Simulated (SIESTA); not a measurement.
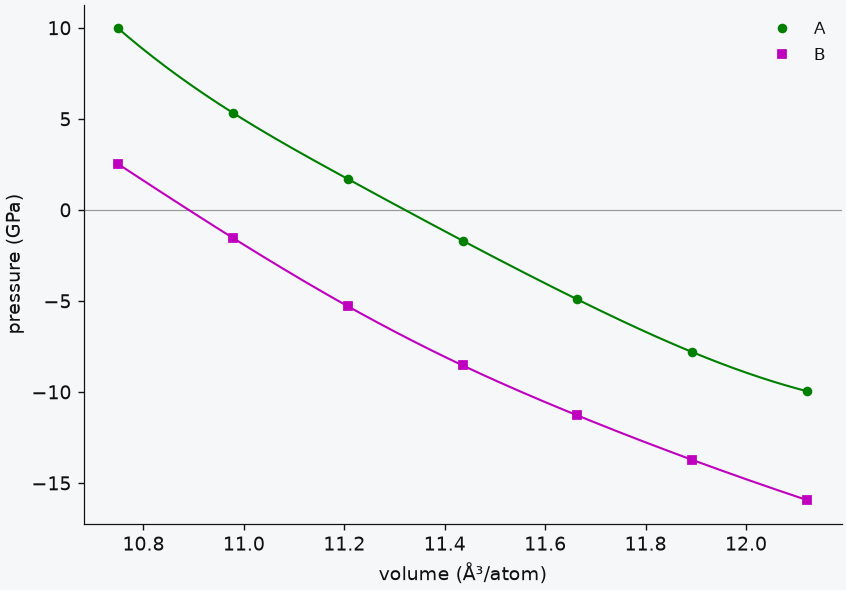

The plot gives the computed pressure against volume, with one curve for each functional, for Cu (space group P6_3/mmc). The labels are replaced by letters. In alphabetical order the cases are: LDA; PBEsol.

How it was computed, with SIESTA 5.4.2: DFT in numerical atomic orbitals with pseudopotentials, no spin polarisation; energies at scaled volumes of the given cell, shape and fractions fixed, counted from the fit's minimum, third-order Birch-Murnaghan fit. All runs: no spin polarisation.

| setting | value |
| --- | --- |
| k mesh | 12×12×7 |
| occupations | Fermi–Dirac |
| smearing width | 0.05 eV |
| potentials | PseudoDojo 0.4 standard, converted to PSML, two zetas on semicore shells |

Question: Which letter stands for which functional?

Answer: A: PBEsol; B: LDA.

Limits of the calculation: mulliken charges of long orbitals; short basis over semicore shells; shape and atomic fractions are frozen while scaling, which makes layered, chain and framework solids too stiff.
